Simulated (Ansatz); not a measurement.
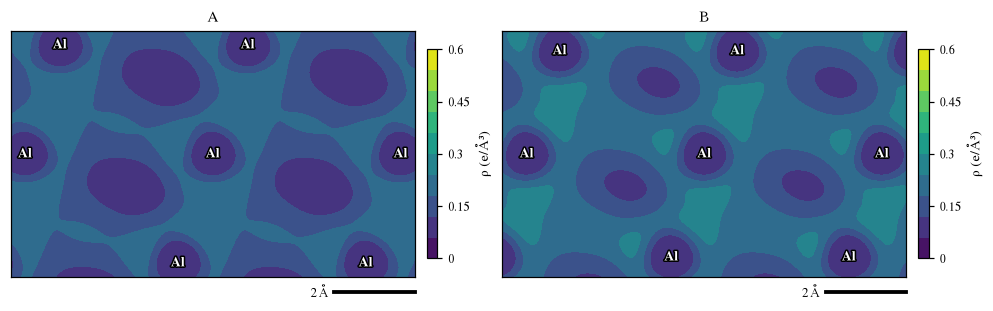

Al. The valence electron density of two cells that differ in size, on the (001) plane of each (indices in the axes of the calculation cell), at one length scale and on one colour scale: A has 18.4 Å³ an atom and B 15.6.

Level of theory: Ansatz 0.2.0, DFT, PBE, plane waves (420 eV) with PAW, scalar-relativistic.

The density is the valence pseudo-density of a PAW calculation; it isn't the true density close to the nuclei.

The larger cell:

```
Al
1.0
    -3.34432    2.93065    1.38944
     2.93065   -3.34432    1.38944
     2.42965    2.42965   -2.14708
Al
2
Direct
  0.98955 0.01045 0.00000
  0.76045 0.23955 0.50000
```

The smaller cell: a = 4.406 Å, b = 4.406 Å, c = 3.832 Å, α = 102.20°, β = 102.20°, γ = 144.51°.

### What changes from the larger cell to the smaller?

From the larger cell to the smaller, Al–Al goes from 2.84 to 2.69 Å, and the density at its midpoint from 0.21 to 0.25 e/Å³; the pressure goes from −2.6 to 12 GPa.
